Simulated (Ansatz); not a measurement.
## CdSe: single-point calculation (part 1 of 2)

- system: CdSe (P6₃mc, 4 atoms in the cell)
- method: DFT, PBE, paw_fr, spin-orbit coupling (Ansatz 0.2.0)

The structure derives from an entry of the Crystallography Open Database. Figures and captions count atoms from 1; the log counts them from 0 in places.

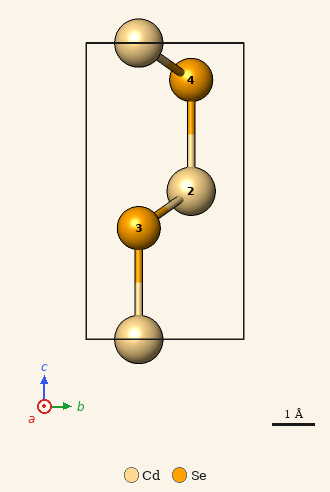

Figure 1. The structure (ball-and-stick view of the cell of the calculation, along the a axis; atoms are numbered from 1 in the order of the input). An atom can appear more than once, as a periodic image. Near neighbours in the periodic cell (some may lie outside the picture): Cd has 4 Se at 2.68 to 2.69 Å; Se has 4 Cd at 2.68 to 2.69 Å.

The input
```yaml
crystal:
  lattice:
    - [4.383349379229, 0.0, 0.0]
    - [-2.191674689614, 3.796091916075, 0.0]
    - [0.0, 0.0, 7.1544186791]
  atoms:
    - { symbol: Cd, position: [0.6666666666667, 0.3333333333333, -0.0003929495] }
    - { symbol: Cd, position: [0.3333333333333, 0.6666666666667, 0.4996070505] }
    - { symbol: Se, position: [0.6666666666667, 0.3333333333333, 0.3753929495] }
    - { symbol: Se, position: [0.3333333333333, 0.6666666666667, 0.8753929495] }
basis:
  ecutwfc: 420
  ecutrho_ratio: 4
kpoints:
  mp_grid: { grid: [10, 10, 6] }
hamiltonian:
  xc: pbe
  pseudopotentials: { kind: paw_fr }
scf:
  occupations: { method: gaussian, width: 0.05 }
  n_extra_bands: 32
  convergence: { dr2_threshold: 1.0e-08 }
output:
  forces: true
  stress: true
  write_density: true
  write_potential: true
  elf: true
  volumetric_format: npy
magnetization:
  noncollinear: true
  spin_orbit: true
```

Hardware: 4 threads of Arm Neoverse V2, 24 GiB of memory available, shared host.

Launch command:
```bash
ansatz run input.yaml --threads 4 --pin off --max-ram 7168MiB --backend cpu --events-out ev --progress --plain --runs-dir out
```

Output
```
Warning: output.stress: scf.convergence.dr2_threshold = 1e-8 eV is looser than the 4e-10 eV advised for a printed stress (1e-10 eV for each atom of the cell: 4). What an SCF threshold leaves in a stress goes as its square root, and in the free energy as the threshold itself, and one threshold admits the most on a small cell: of the crystals measured, under no hybrid functional and no lock of the moments, on runs that ended without the residual-converged pass, on stresses that held no estimate of that error, the worst erred by over 100 MPa in a component at 1e-7 eV an atom and by under 5 at 1e-10. Set scf.convergence.dr2_threshold to 4e-10 eV or tighter. The threshold is an SCF's pass mark: one that does not reach it within its budget of iterations ends unconverged, or closes short of it on a stop that the run arms, and scf.convergence.dr2_threshold's page says what that costs each kind of run
scf.n_extra_bands = 32 over 72 filled bands (N_el = 72.0): the run solves 104 bands
Engine: ansatz 0.2.0, aarch64-unknown-linux-gnu
Pseudopotentials: kind: paw_fr
Pseudopotential: Cd, paw_fr, valence charge 20, recommended cutoff 420 eV (normal), Cd.paw.azcp#standard-fr
Pseudopotential: Se, paw_fr, valence charge 16, recommended cutoff 420 eV (normal), Se.paw.azcp#standard-fr
Functional definition: PBE
  parameter kappa = 0.804
  parameter beta = 0.06672455060314922
  exchange = pbe_x(kappa = kappa, mu = beta*pi^2/3)
  correlation = pbe_c(beta = beta)
non-collinear run that drives no moment, with spin-orbit: no starting moment large enough to seed its density (crystal.atoms[].spin), no starting occupations that ask for one, no magnetisation constraint and no magnetic field, so the semilocal B_xc is pinned to zero
Crystal: 4 atoms, lattice volume = 119.047 Å³
Basis set: ecut = 420 eV, 2333 PW (Γ), exchange–correlation on 60×60×96 points (8 copies of the dense FFT grid, shifted against one another)
Bands: 104, of which v1, the nominal top of the filled ones, is band 72 counted from 1 (71 counted from 0)
Symmetry: 12 space group operations + 12 with time reversal
Magnetic group: BNS 186.204 (UNI 1434), of the structure as read, at distance tolerance 4.9e-5 Å
k-points: 56 of 600 (time reversal used)
Projection manifold: j_resolved (fully-relativistic pseudo-atomic orbitals)
Non-local potential: Cd, projectors of the file, l = 0: 3, l = 1: 4, l = 2: 4, l = 3: 2
Non-local potential: Se, projectors of the file, l = 0: 2, l = 1: 4, l = 2: 6, l = 3: 2
PAW form: soft (Blöchl's): semilocal exchange-correlation on the pseudo side does not see the compensation charge
PAW one-centre angular grid: Cd, 590 points (default); XC on 64 Gauss nodes
PAW one-centre angular grid: Se, 590 points (default); XC on 96 Gauss nodes
Initial density: superposition of atomic densities (chi_scale 0.1, normalization cell, long waves kept (reshape's long-wave potential 0.00 eV rms))
Initial wavefunctions: pseudopotential atomic-orbital guess
Functional: x = pbe(κ = 0.804, μ = 0.2195149727645171), c = pbe(β = 0.06672455060314922)
SCF iter   1: F=—  HF=-27456.497927 eV  |F-HF|=—  |Δ(HF+E_count)|=         —  Δρ=5.20e-2  dr2=3.23e0  dr2_m=0.00e0 (ungated)  ethr=3.10e-3  |M|=0.00e0 ∫|m|=0.00e0 μB  |m|>n=0.0e0 m-floor=0.0e0 τ_xc=0.0e0  β_m=0.30  ⟨swp⟩=7.0  Hψ=32775  notcnv=0  defer=758
preconditioner: auto → none  [metal: Δε(μ)=0.047 eV  Ē_g=15.625 eV  σ=0.050 eV  W_gap=0.49  n_scr=34 (ndim 8)  ℏωp=20.4 eV  f_vac=0.184  D(μ)=0.07/eV (n_scr^D=0)  sad-step TF]
SCF iter   2: F=—  HF=-27455.797008 eV  |F-HF|=—  |Δ(HF+E_count)|=   7.01e-1  Δρ=3.30e-2  dr2=1.40e0  dr2_m=0.00e0 (ungated)  ethr=3.10e-3  |M|=0.00e0 ∫|m|=0.00e0 μB  |m|>n=0.0e0 m-floor=0.0e0 τ_xc=0.0e0  β_m=0.54  ⟨swp⟩=2.0  Hψ=7010  notcnv=0  defer=1500
preconditioner: auto → Resta (q_TF=auto, 2.509 Å⁻¹)  ε∞=2.8  [insulator: Δε(μ)=0.153 eV  Ē_g=15.327 eV  σ=0.050 eV  W_gap=0.97  n_scr=34 (ndim 8)  ℏωp=20.4 eV  f_vac=0.186  D(μ)=0.01/eV (n_scr^D=0)  ε∞_Penn≈2.8]
spin=Noncollinear: Resta preconditioning applied to the charge; magnetization (m_x, m_y, m_z) channels mix plain (no charge-response kernel on spin).
SCF iter   3: F=—  HF=-27455.308705 eV  |F-HF|=—  |Δ(HF+E_count)|=   4.88e-1  Δρ=8.02e-3  dr2=4.95e-2  dr2_m=0.00e0 (ungated)  ethr=1.95e-3  |M|=0.00e0 ∫|m|=0.00e0 μB  |m|>n=0.0e0 m-floor=0.0e0 τ_xc=0.0e0  β_m=0.71  ⟨swp⟩=2.4  Hψ=6892  notcnv=0  defer=1496
SCF iter   4: F=—  HF=-27455.294946 eV  |F-HF|=—  |Δ(HF+E_count)|=   1.38e-2  Δρ=1.51e-3  dr2=3.81e-3  dr2_m=0.00e0 (ungated)  ethr=6.87e-5  |M|=0.00e0 ∫|m|=0.00e0 μB  |m|>n=0.0e0 m-floor=0.0e0 τ_xc=0.0e0  β_m=0.79  ⟨swp⟩=2.0  Hψ=8926  notcnv=0  defer=1496
SCF iter   5: F=—  HF=-27455.295466 eV  |F-HF|=—  |Δ(HF+E_count)|=   5.20e-4  Δρ=5.18e-4  dr2=3.35e-4  dr2_m=0.00e0 (ungated)  ethr=5.29e-6  |M|=0.00e0 ∫|m|=0.00e0 μB  |m|>n=0.0e0 m-floor=0.0e0 τ_xc=0.0e0  β_m=0.82  ⟨swp⟩=2.7  Hψ=7833  notcnv=0  defer=1496
SCF iter   6: F=—  HF=-27455.295800 eV  |F-HF|=—  |Δ(HF+E_count)|=   3.34e-4  Δρ=1.81e-4  dr2=7.29e-5  dr2_m=0.00e0 (ungated)  ethr=4.66e-7  |M|=0.00e0 ∫|m|=0.00e0 μB  |m|>n=0.0e0 m-floor=0.0e0 τ_xc=0.0e0  β_m=0.83  ⟨swp⟩=2.0  Hψ=7678  notcnv=0  defer=1496
SCF iter   7: F=—  HF=-27455.295901 eV  |F-HF|=—  |Δ(HF+E_count)|=   1.01e-4  Δρ=5.88e-5  dr2=4.53e-6  dr2_m=0.00e0 (ungated)  ethr=1.01e-7  |M|=0.00e0 ∫|m|=0.00e0 μB  |m|>n=0.0e0 m-floor=0.0e0 τ_xc=0.0e0  β_m=0.92  ⟨swp⟩=2.0  Hψ=7464  notcnv=0  defer=1496
SCF iter   8: F=—  HF=-27455.296045 eV  |F-HF|=—  |Δ(HF+E_count)|=   1.43e-4  Δρ=9.89e-6  dr2=1.32e-7  dr2_m=0.00e0 (ungated)  ethr=6.29e-9  |M|=0.00e0 ∫|m|=0.00e0 μB  |m|>n=0.0e0 m-floor=0.0e0 τ_xc=0.0e0  β_m=0.96  ⟨swp⟩=2.0  Hψ=6328  notcnv=0  defer=1496
SCF iter   9: F=-27455.296045 eV  HF=-27455.296045 eV  |F-HF|=2.12e-8  |Δ(HF+E_count)|=   6.78e-7  Δρ=1.74e-6  dr2=5.64e-9  dr2_m=0.00e0 (ungated)  ethr=1.39e-11  |M|=0.00e0 ∫|m|=0.00e0 μB  |m|>n=0.0e0 m-floor=0.0e0 τ_xc=0.0e0  ⟨swp⟩=13.0  Hψ=42768  notcnv=0
SCF 1 converged in 9 iterations: F = -27455.296045 eV  dr2 = 5.64e-9
  greatest PAW one-centre occupation: 1.000 electrons in one spin orbital (limit 2), on the Cd atom at site 1 (counted from 0), in its partial waves of l = 0
```

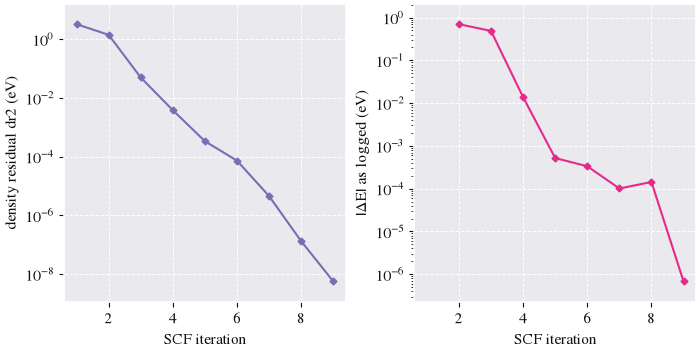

Figure 2. Convergence of the self-consistent field: density residual dr2 and size of the energy change against the SCF iteration. The residual falls at every step.

```
SCF converged after 9 iterations
Magnetization: |M| = 0.0000 μB,  M = (+0.0000, +0.0000, +0.0000) μB
Absolute magnetization: 0.0000 μB (∫|m|)
  site 0: m = (+0.0000, +0.0000, +0.0000) μB, |m| = 0.0000 μB  (R = 1.11 Å)
  site 1: m = (+0.0000, +0.0000, +0.0000) μB, |m| = 0.0000 μB  (R = 1.11 Å)
  site 2: m = (+0.0000, +0.0000, +0.0000) μB, |m| = 0.0000 μB  (R = 1.11 Å)
  site 3: m = (+0.0000, +0.0000, +0.0000) μB, |m| = 0.0000 μB  (R = 1.11 Å)
Free energy (F): -27455.296045 eV
Harris-Foulkes:  -27455.296045 eV  (|F-HF|=2.12e-8)
Internal energy: -27455.296045 eV  (E = F + TS)
E sigma→0 (E₀):  -27455.296045 eV
Fermi energy:    7.024386 eV
--- Per-component energies (eV) ---
  E_band       = -1828.870574
  E_kinetic    = 1245.928880
  E_local      = -13034.480961  (includes V_loc(G=0)·N_el)
  E_nonlocal   = -1127.510812
  E_hartree    = 6183.883116
  E_xc         = -561.191664
  E_vxc        = -638.621839  (∫ρ·V_xc dr)
  E_paw        = -11993.761074  (= ΣΔE_a)
  E_vpaw       = -641.954205  (= ΣTr[D̂ρ^β])
  E_aug_tail   = -0.001228  (compensation charges beyond the density's cutoff)
  E_ewald      = -8168.162303
  E_smearing   = -0.000000  (= −TS)
  E_closure    = 0.000000  (closes the sum)
  Σ components = -27455.296045   (vs F -27455.296045, Δ=0.00e0)
--- Forces (eV/Å), atoms counted from 1 ---
  atom   1  Cd     0.00000000     0.00000000     0.00064876
  atom   2  Cd     0.00000000    -0.00000000     0.00064876
  atom   3  Se    -0.00000000     0.00000000    -0.00065094
  atom   4  Se     0.00000000    -0.00000000    -0.00065094
  max |Σ_I F_I| component: 4.35e-6 eV/Å
--- Stress (GPa, compression-positive) ---
       -0.041378      -0.000000       0.000000
       -0.000000      -0.041378       0.000000
        0.000000       0.000000      -0.032951
  P = ⅓ Tr σ = -0.0386 GPa (-0.386 kbar)
--- Band table (eV; the first three rows and the last of 56) ---
  k-point 0: bands = ["-94.8124", "-94.8124", "-94.8124", "-94.8124", "-59.9286", "-59.9286", "-59.9286", "-59.9286", "-54.1105", "-54.1105", "-54.1105", "-54.1105", "-54.1104", "-54.1104", "-54.1102", "-54.1102", "-40.3764", "-40.3764", "-40.3764", "-40.3764", "-40.3760", "-40.3760", "-40.3760", "-40.3760", "-39.4837", "-39.4837", "-39.4837", "-39.4837", "-39.4820", "-39.4820", "-39.4820", "-39.4820", "-39.4819", "-39.4819", "-39.4819", "-39.4819", "-5.6035", "-5.6035", "-5.2745", "-5.2745", "-1.3665", "-1.3665", "-1.3526", "-1.3526", "-1.3271", "-1.3271", "-1.0814", "-1.0814", "-0.8086", "-0.8086", "-0.7056", "-0.7056", "-0.5952", "-0.5952", "-0.5867", "-0.5867", "-0.4896", "-0.4896", "-0.2876", "-0.2876", "2.6288", "2.6288", "5.8863", "5.8863", "6.1205", "6.1205", "6.4326", "6.4326", "6.7854", "6.7854", "6.8117", "6.8117", "7.2370", "7.2370", "8.8373", "8.8373", "12.3438", "12.3438", "12.6760", "12.6760", "12.8889", "12.8889", "13.5258", "13.5258", "13.7626", "13.7626", "14.1711", "14.1711", "15.9327", "15.9327", "16.0060", "16.0060", "16.0186", "16.0186", "16.9977", "16.9977", "17.5895", "17.5895", "17.5983", "17.5983", "17.6130", "17.6130", "19.7741", "19.7741"]
  k-point 1: bands = ["-94.8124", "-94.8124", "-94.8124", "-94.8124", "-59.9286", "-59.9286", "-59.9286", "-59.9286", "-54.1105", "-54.1105", "-54.1105", "-54.1105", "-54.1104", "-54.1104", "-54.1103", "-54.1103", "-40.3764", "-40.3764", "-40.3764", "-40.3764", "-40.3760", "-40.3760", "-40.3760", "-40.3760", "-39.4837", "-39.4837", "-39.4837", "-39.4837", "-39.4820", "-39.4820", "-39.4820", "-39.4820", "-39.4819", "-39.4819", "-39.4819", "-39.4819", "-5.5813", "-5.5813", "-5.2961", "-5.2961", "-1.3643", "-1.3643", "-1.3403", "-1.3403", "-1.3301", "-1.3301", "-1.1046", "-1.1046", "-0.8012", "-0.8012", "-0.7072", "-0.7072", "-0.5907", "-0.5907", "-0.5800", "-0.5800", "-0.4959", "-0.4959", "-0.3460", "-0.3460", "2.8421", "2.8421", "5.9249", "5.9249", "5.9284", "5.9284", "6.1635", "6.1635", "6.5409", "6.5409", "6.7617", "6.7617", "7.8987", "7.8987", "8.8772", "8.8772", "12.3403", "12.3403", "12.6951", "12.6951", "12.7098", "12.7098", "13.3999", "13.3999", "13.6304", "13.6304", "13.8309", "13.8309", "15.9768", "15.9768", "16.2034", "16.2034", "16.2256", "16.2256", "17.5861", "17.5861", "17.6366", "17.6366", "17.8702", "17.8702", "17.8742", "17.8742", "19.5498", "19.5498"]
  k-point 2: bands = ["-94.8124", "-94.8124", "-94.8124", "-94.8124", "-59.9286", "-59.9286", "-59.9286", "-59.9286", "-54.1105", "-54.1105", "-54.1105", "-54.1105", "-54.1104", "-54.1104", "-54.1103", "-54.1103", "-40.3764", "-40.3764", "-40.3764", "-40.3764", "-40.3760", "-40.3760", "-40.3760", "-40.3760", "-39.4837", "-39.4837", "-39.4837", "-39.4837", "-39.4820", "-39.4820", "-39.4820", "-39.4820", "-39.4819", "-39.4819", "-39.4819", "-39.4819", "-5.5206", "-5.5206", "-5.3557", "-5.3557", "-1.3578", "-1.3578", "-1.3382", "-1.3382", "-1.3023", "-1.3023", "-1.1653", "-1.1653", "-0.7786", "-0.7786", "-0.7179", "-0.7179", "-0.5749", "-0.5749", "-0.5618", "-0.5618", "-0.5133", "-0.5133", "-0.4573", "-0.4573", "3.4014", "3.4014", "5.0360", "5.0360", "6.0461", "6.0461", "6.2832", "6.2832", "6.3904", "6.3904", "6.6280", "6.6280", "8.6048", "8.6048", "8.9627", "8.9627", "12.2329", "12.2329", "12.6365", "12.6365", "12.8259", "12.8259", "13.0612", "13.0612", "13.1533", "13.1533", "13.3379", "13.3379", "16.2010", "16.2010", "16.7665", "16.7665", "16.8093", "16.8093", "17.1679", "17.1679", "18.4111", "18.4111", "18.4325", "18.4325", "19.0628", "19.0628", "19.0874", "19.0874"]
```
